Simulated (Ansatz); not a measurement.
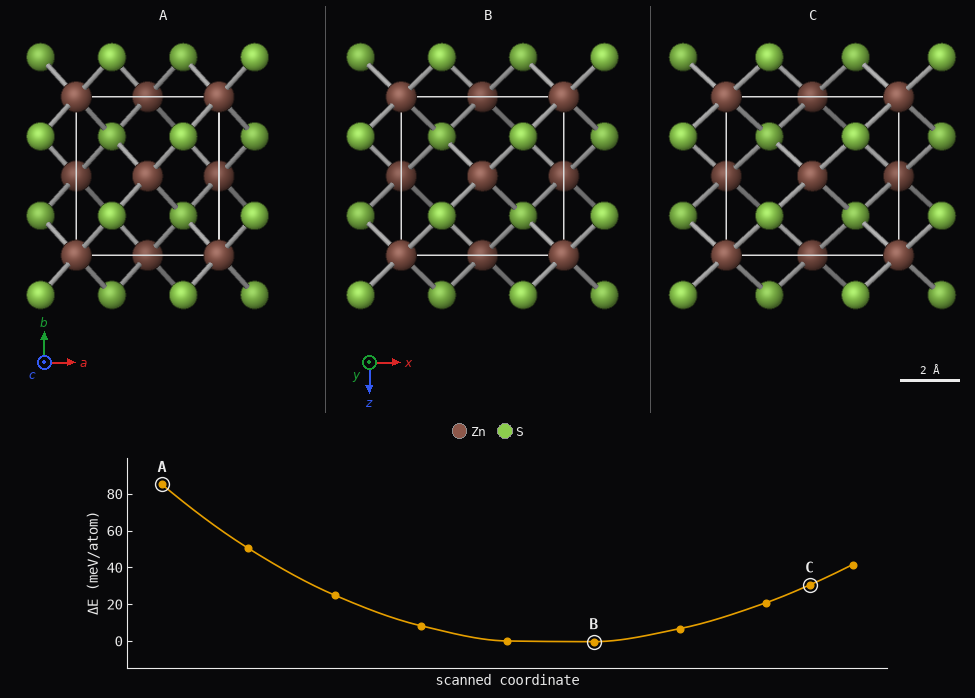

Frames of a one-coordinate scan of crystalline ZnS (F-43m). x, y and z are the Cartesian axes of the input. The picture is a ball-and-stick view of the conventional cell (4 times the calculation's cell), seen along the c axis. Lengths and directions refer to the drawn axes.

Theory: DFT PBE, scalar-relativistic, plane waves, PAW (Ansatz). (plane-wave cutoff 420 eV; k-point mesh 10 × 10 × 10; occupations gaussian; smearing width 0.05 eV; no spin polarisation). Energies (free energies at the smearing named) are counted from the cell as listed in its source, which wasn't relaxed.

What is being scanned?

Answer. The cell is strained along x alone, with the atoms kept at their fractional coordinates. In the frames the strain is −0.10 (A), 0.025 (B), 0.0875 (C). The lowest computed point lies at the strain 0.025 (−0.4 meV/atom). The unrelaxed reference is under a pressure of 1.4 GPa, which tilts the curve. The distortion takes the space group from F-43m to I-4m2. At the strain −0.10 the cell of the drawing goes a 5.409 → 4.868 Å.
